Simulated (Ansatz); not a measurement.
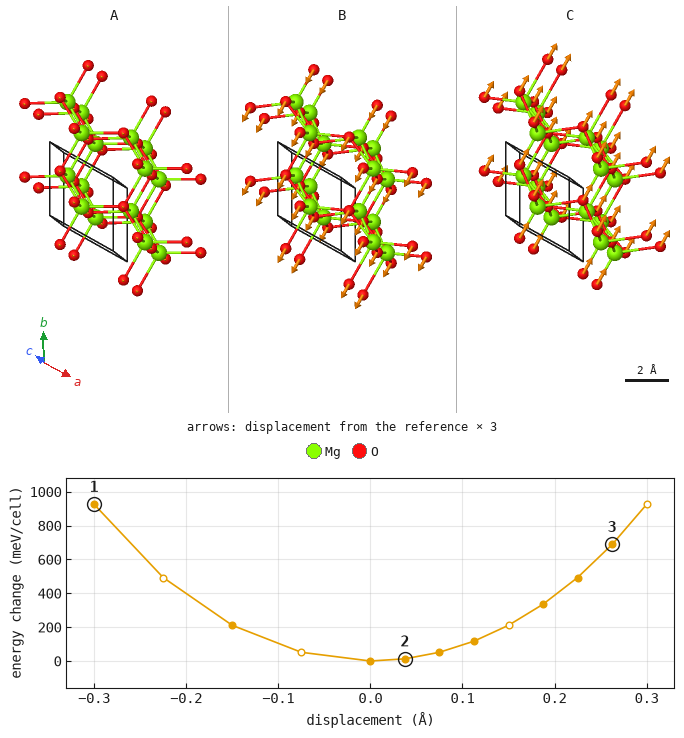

Crystalline MgO (P6_3/mmc): the whole O sublattice is shifted rigidly, towards the nearest copy of atom 2 (Mg) at 2.012 Å, all else fixed. The frames are shuffled; the numbered points of the plot belong to them. Hollow markers are points alike by symmetry, not computed again. The picture is a ball-and-stick view of the cell of the calculation, repeated 2 × 2 × 2 with one cell outlined, seen along the c axis, with a slight tilt. Orange arrows: displacements from the reference.

All numbers below come from DFT r2SCAN, scalar-relativistic, plane waves, PAW (Ansatz 0.2.0). Set-up: plane-wave cutoff 500 eV; k-point mesh 6 × 6 × 6; occupations gaussian; smearing width 0.05 eV; no spin polarisation. Energies (free energies at the smearing named) are counted from the relaxed crystal.

**Which frame belongs to which numbered point?**

Point 1 is frame C (the displacement −0.30 Å, 925 meV/cell); 2 is frame A (the displacement 0.0375 Å, 13 meV/cell); 3 is frame B (the displacement 0.2625 Å, 688 meV/cell). Of the computed points the lowest is at the displacement 0.00 Å, 0 meV/cell. At the ends of the scan the energy is 925 meV/cell (−0.30 Å) and 925 meV/cell (0.30 Å). The curvature at zero is about 18 eV/Å² per cell. The well is symmetric. At the highest point the shortest interatomic distance is 1.71 Å, against 2.01 Å in the reference. The distortion takes the space group from P6_3/mmc to Amm2.
